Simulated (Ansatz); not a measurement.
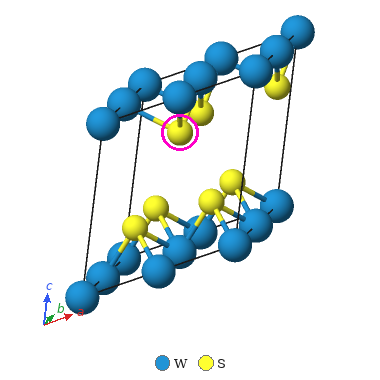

The system is WS₂ (R3m phase) with one S vacancy (11 atoms in the cell, cell charge +2); the picture shows the reference structure. An atom moved over a plane that holds its own site and a neighbouring vacancy (x along [0 −1 0], y along [2 1 0], z along [0 0 1] of the conventional cell). First axis: path of S9 from its site (0) to the vacancy (1), 3.100 Å. Second axis: shift of S9 across the path, along the Cartesian direction [1 2 0]. Nothing is relaxed (all other atoms held at the sites of the perfect crystal). The scan uses an 11 × 9 grid; 41 points were computed and 52 follow by symmetry. At 6 points there is no value (left out of the scan, as a rule where atoms come close). Points are written as (first, second). All energies are given in eV per cell relative to the lowest grid point. The cell is charged on a uniform background, without a charge correction. The calculation used DFT LDA+D3(BJ), scalar-relativistic, plane waves, PAW in Ansatz. Settings: cutoff 420 eV, k-mesh 6×6×6, gaussian smearing 0.05 eV, no spin polarisation.

Range: path of S9 from its site (0) to the vacancy (1), 3.100 Å from −0.125 to 1.125; shift of S9 across the path, along the Cartesian direction [1 2 0] from −0.700 to 0.700 Å.

Predict the map.

Answer. The lowest grid point is at (0.000, 0.000 Å) [nearest 3 W at 2.38 Å]; the map holds 2 wells of about this depth. It is the only kind of minimum in the scanned range. The highest grid point, (0.500, 0.350 Å) [nearest 1 W at 1.66 Å], lies 10.20 eV above the lowest. On the interpolated surface the easiest way out of the lowest well to a well of about the same depth near (1.000, 0.000 Å) [nearest 3 W at 2.38 Å] passes a barrier of about 2.3 eV.

| second ↓, first → | −0.125 | 0.000 | 0.125 | 0.250 | 0.375 | 0.500 | 0.625 | 0.750 | 0.875 | 1.000 | 1.125 |
| --- | --- | --- | --- | --- | --- | --- | --- | --- | --- | --- | --- |
| 0.700 | 3.53 | 2.14 | 3.53 | 7.43 | – | – | – | 7.43 | 3.53 | 2.14 | 3.53 |
| 0.525 | 2.61 | 1.34 | 2.61 | 6.13 | – | – | – | 6.13 | 2.61 | 1.34 | 2.61 |
| 0.350 | 1.74 | 0.66 | 1.74 | 4.70 | 8.38 | 10.20 | 8.38 | 4.70 | 1.74 | 0.66 | 1.74 |
| 0.175 | 1.05 | 0.18 | 1.05 | 3.37 | 6.15 | 7.51 | 6.15 | 3.37 | 1.05 | 0.18 | 1.05 |
| 0.000 | 0.66 | 0.00 | 0.66 | 2.33 | 4.26 | 5.20 | 4.26 | 2.33 | 0.66 | 0.00 | 0.66 |
| −0.175 | 0.68 | 0.23 | 0.68 | 1.72 | 2.93 | 3.52 | 2.93 | 1.72 | 0.68 | 0.23 | 0.68 |
| −0.350 | 1.18 | 0.94 | 1.18 | 1.64 | 2.24 | 2.57 | 2.24 | 1.64 | 1.18 | 0.94 | 1.18 |
| −0.525 | 2.21 | 2.22 | 2.21 | 2.12 | 2.19 | 2.33 | 2.19 | 2.12 | 2.21 | 2.22 | 2.21 |
| −0.700 | 3.79 | 4.09 | 3.79 | 3.12 | 2.76 | 2.78 | 2.76 | 3.12 | 3.79 | 4.09 | 3.79 |

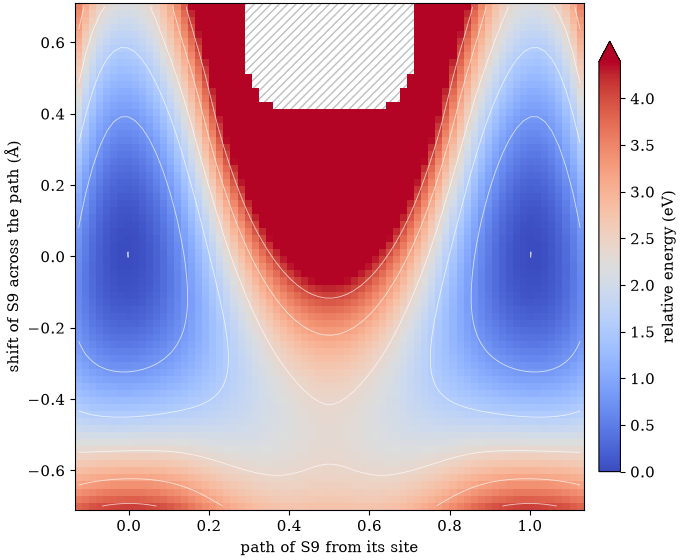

In the figure: a smooth colour map with a few white contour lines, one colour for all values above the top of the scale, hatched blanks where no value was computed. Between grid points the surface is interpolated.

Each point was launched as `ansatz run input.yaml --threads 4 --pin off --max-ram 8192MiB --backend cpu --events-out ev --progress --plain --runs-dir out`. Time for the 41 points that were run: 20 min on 4 threads of Intel(R) Xeon(R) Platinum 8259CL CPU @ 2.50GHz (Skylake/Cascade Lake), with other jobs on the host.

PAW datasets: the set soft_1.
